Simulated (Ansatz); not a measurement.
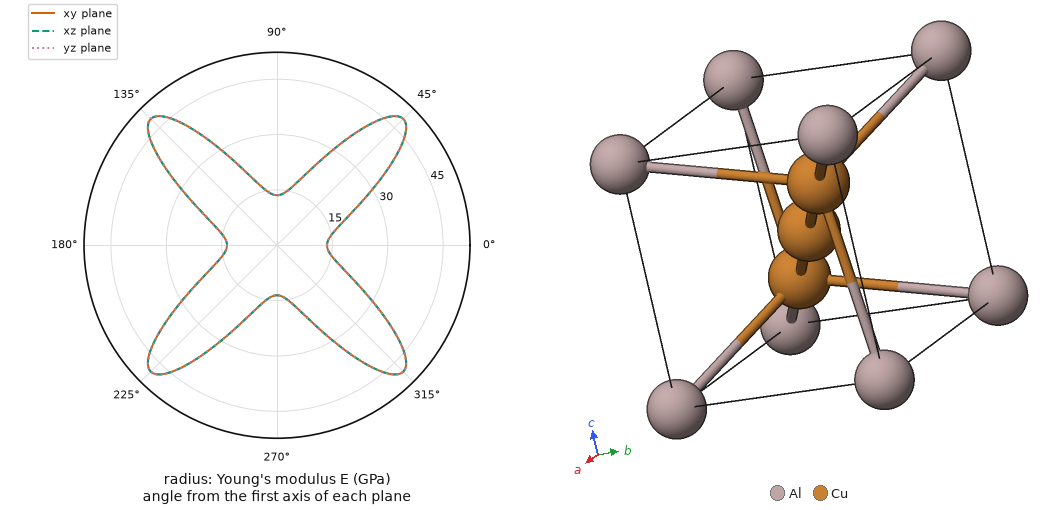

The plot gives the computed Young's modulus as a function of direction in the xy, xz and yz planes for AlCu₃, space group Fm-3m (No. 225). The cell is drawn beside the plot.

Starting cell:
```
CELL_PARAMETERS angstrom
0.00000 2.82914 2.82914
2.82914 0.00000 2.82914
2.82914 2.82914 0.00000
ATOMIC_POSITIONS crystal
Al 0.00000 0.00000 0.00000
Cu 0.50000 0.50000 0.50000
Cu 0.25000 0.25000 0.25000
Cu 0.75000 0.75000 0.75000
```

Calculation (Ansatz 0.2.0): elastic stress-strain coefficients at zero temperature from small strains of the given cell, Voigt order xx yy zz yz xz xy, Cartesian axes of the cell vectors; plane waves with PAW datasets, Γ-centred k mesh. Level: PBEsol, no spin polarisation.

- wave cutoff: 420 eV
- k mesh: 14×14×14
- occupations: Fermi–Dirac
- smearing width: 0.15 eV
- ions: relaxed
- strain amplitude: 0.005

This calculation gives: bulk modulus 196.7 GPa, shear modulus 48.6 GPa, least Young's modulus over all directions 13.5 GPa and largest 341.4 GPa.

Now the cell is expanded by 5.9 % in volume, to 11.99 Å³/atom. The second calculation uses k mesh 12×12×12. What happens?

The bulk modulus falls from 196.7 to 151.2 GPa (−23 %), the shear modulus falls from 48.6 to 40.1 GPa (−17 %), the least Young's modulus over all directions falls from 13.5 to 9.8 GPa (−27 %) and the largest falls from 341.4 to 281.3 GPa (−18 %). The shift of the bulk modulus amounts to a Grüneisen parameter of 4.56.

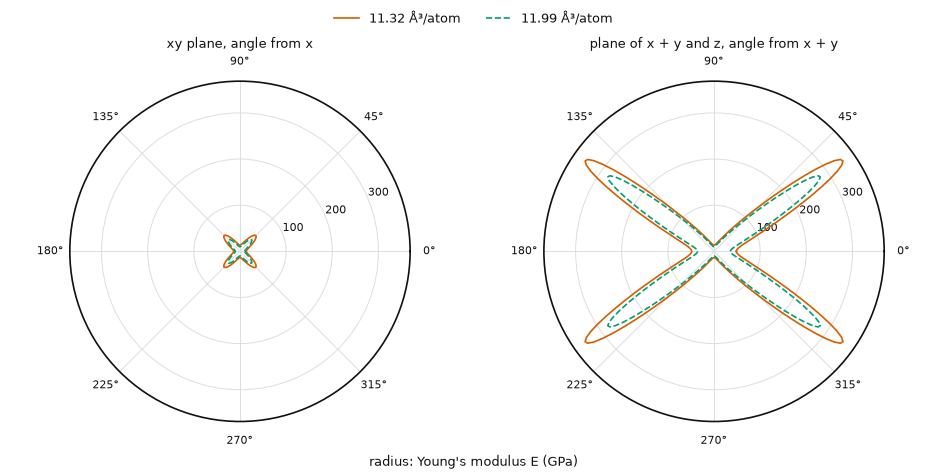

The two results together.

For both, limits of the calculation: metal sensitive to the k mesh.
